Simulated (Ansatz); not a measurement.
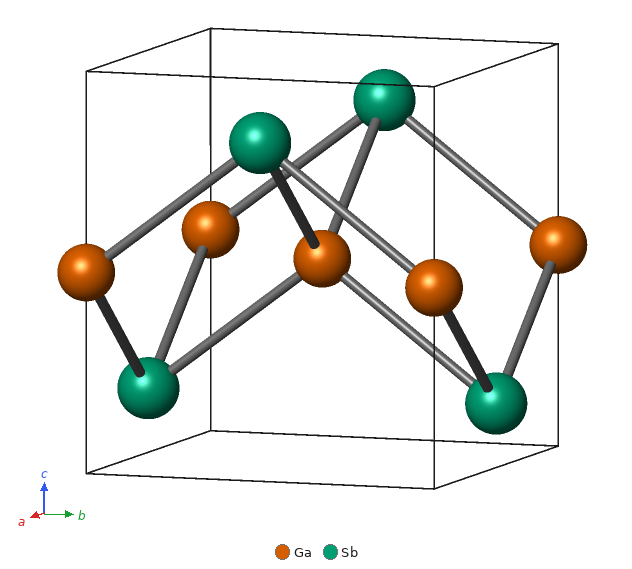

This ball-and-stick model is shown slightly off an axis. Thin lines show the simulation cell, with boundary atoms drawn in all their periodic places.

```xyz
4
Lattice="4.5469 0.0000 0.0000 0.0000 4.5469 0.0000 0.0000 0.0000 4.9900" Properties=species:S:1:pos:R:3 pbc="T T T"
Ga    4.5469    0.0000    2.4950
Ga    2.2735    2.2735    2.4950
Sb    2.2735    0.0000    0.7942
Sb    4.5469    2.2735    4.1958
```

Method used: Ansatz, DFT PBE, scalar-relativistic, plane waves, PAW. It ran with plane-wave cutoff 420 eV, k-grid 10×10×10, Gaussian smearing of 0.1 eV, no spin polarisation.

How are the electrons shared out in a Bader analysis?

Answer. Ga +0.23 e; Sb -0.23 e. Little charge moves, as in a metallic or covalent solid.

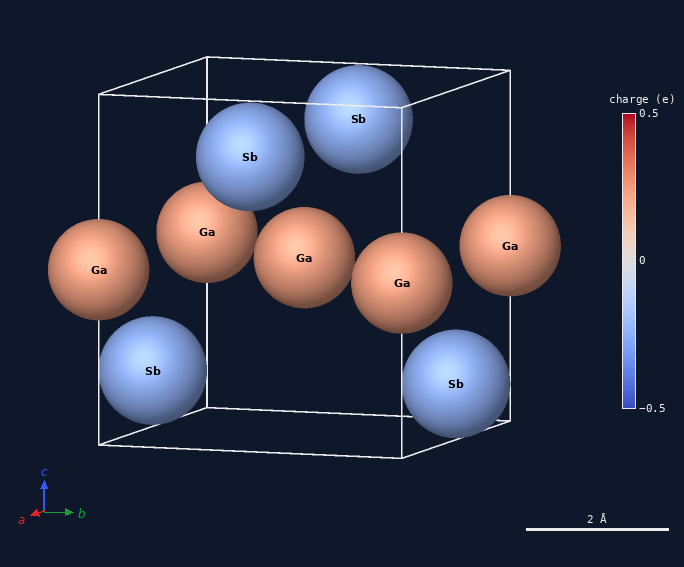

The atoms coloured by those charges.

The cell started as a random cell made by a generator, so it need not be a real form of the compound. Earlier steps of the study may have refined or changed the cell and positions. An electronic-structure calculation with Ansatz was run on it.
